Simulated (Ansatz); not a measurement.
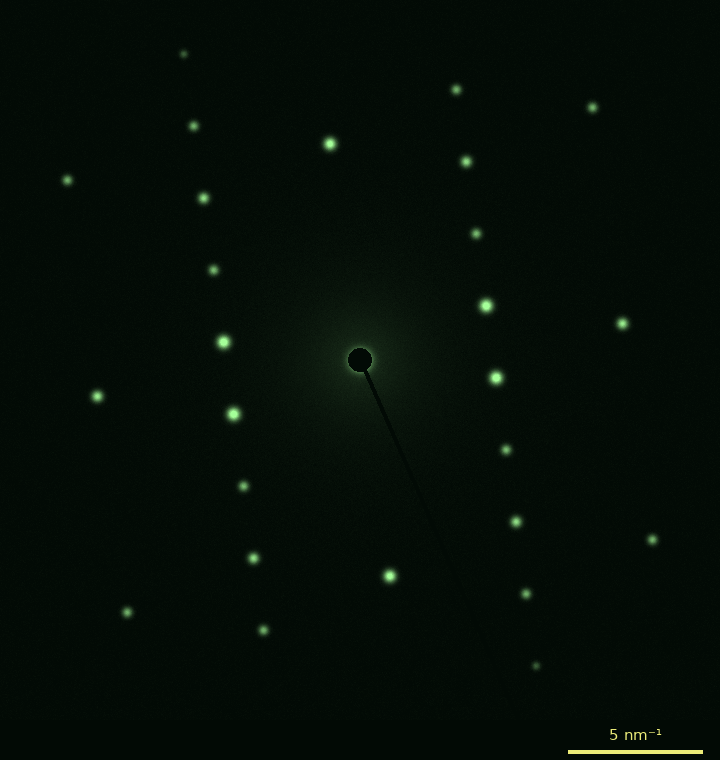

The pattern is a kinematic simulation for 80 kV electrons (no multiple scattering; isotropic B = 0.8 Å²).

What net do the spots form, and what spacings does it show?

The spots form a centred rectangular net whose two shortest vectors correspond to d = 3.67 Å and 1.94 Å, 74.7° apart.

What is the point symmetry of the pattern, intensities included?

2mm. A zero-layer kinematic pattern is always centrosymmetric (Friedel's law).

Which crystal and zone produced it?

This cannot be fixed from one zone alone; the pattern is [101] of Cr, space group P6/mmm (No. 191), a = 4.23 Å, c = 2.29 Å (hexagonal axes). The net vectors are 0 1 0 (itself too weak to see) and 1 0 -1. Structure: the end point of a relaxation with DFT, PBE, plane waves (420 eV) with PAW, scalar-relativistic in Ansatz 0.2.0; the starting structure was generated, so it need not be a known form of this composition.
